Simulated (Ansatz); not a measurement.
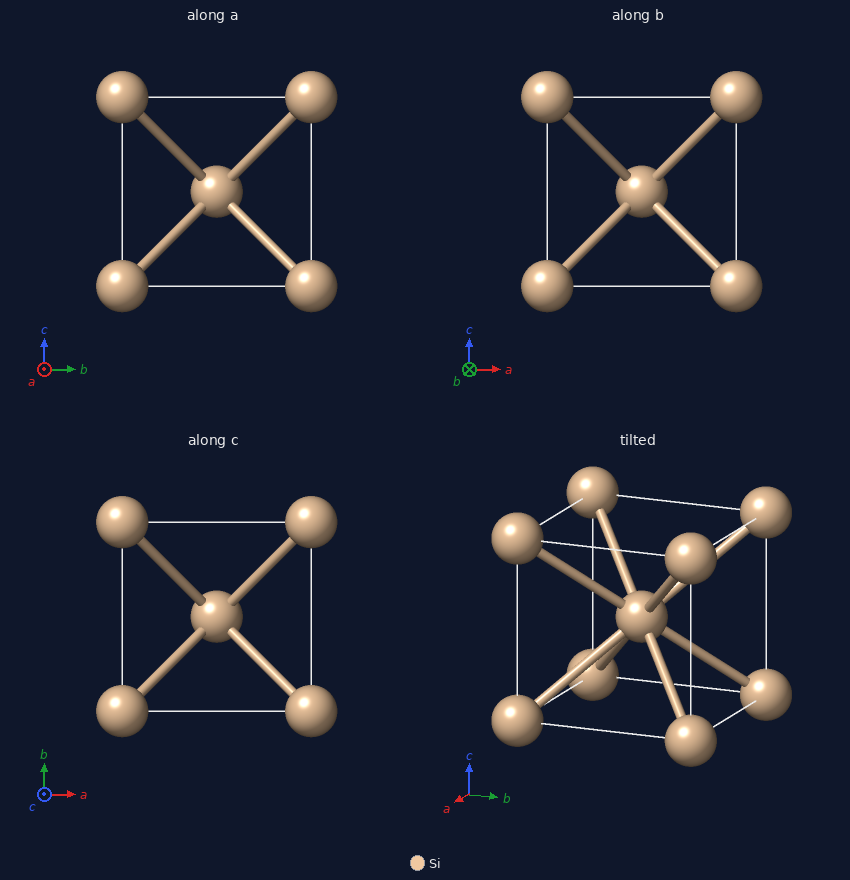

Figure: ball-and-stick view along the a axis, along the b axis, along the c axis and slightly off an axis. The edges of the conventional unit cell are marked.

Lattice parameters: a = 3.1244 Å, b = 3.1244 Å, c = 3.1244 Å, α = 90.000°, β = 90.000°, γ = 90.000°.

**Record the structure as a CIF in P1 with every atom of the cell.**

```cif
data_structure
_symmetry_space_group_name_H-M 'P 1'
_symmetry_Int_Tables_number 1
_cell_length_a 3.1244
_cell_length_b 3.1244
_cell_length_c 3.1244
_cell_angle_alpha 90.000
_cell_angle_beta 90.000
_cell_angle_gamma 90.000
_cell_volume 30.50
loop_
_atom_site_label
_atom_site_type_symbol
_atom_site_fract_x
_atom_site_fract_y
_atom_site_fract_z
_atom_site_occupancy
Si1 Si 0.0000 0.0000 0.0000 1
Si2 Si 0.5000 0.5000 0.5000 1
```

The initial geometry was a structure type filled with this element by a generator (whether the element takes this form wasn't checked). Earlier steps of the study may have refined or changed the cell and positions. It was run through Ansatz as a DFT input.

At this level of theory the cell isn't at rest (stretched, at -6 GPa), so its distances can differ from those at equilibrium, the more so the softer the solid.
